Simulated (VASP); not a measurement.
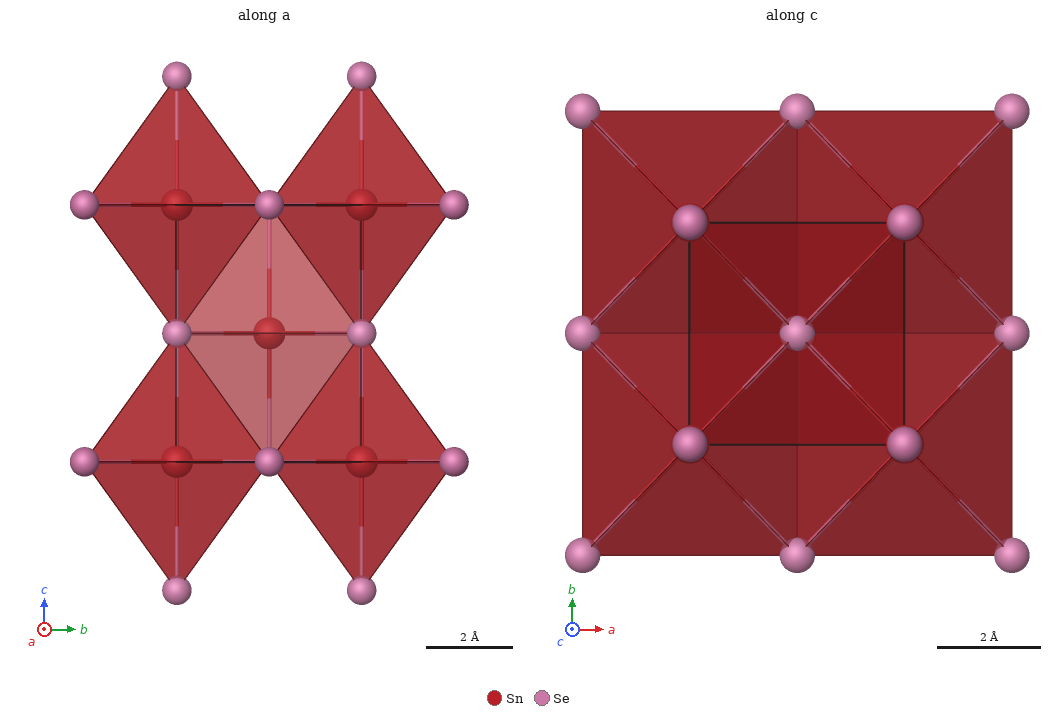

Polyhedral drawing of the structure, looking along the a axis and along the c axis. The parallelepiped is the conventional unit cell. A few atoms beyond the faces are included.

SnSe, space group Immm (No. 71), a = 4.17 Å, b = 4.32 Å, c = 6.00 Å, α = 90.00°, β = 90.00°, γ = 90.00°.

Run with DFT, PBE, plane waves, PAW in VASP and these settings: E_cut = 520 eV, k-points about 0.23 Å⁻¹ apart, Fermi-Dirac smearing of 0.02 eV.

> Does it come out as a metal, or with a gap?

A semiconductor at this level, with a gap of 0.12 eV, indirect; the smallest direct gap is 0.16 eV.

> What is the pressure at this volume?

The computed pressure is 1.3 GPa (compressed: it would expand).

The model was built from a structure type filled with these elements by a generator (whether the compound takes this form wasn't checked). The cell was then strained or its atoms displaced on purpose. A calculation with VASP used it as input.
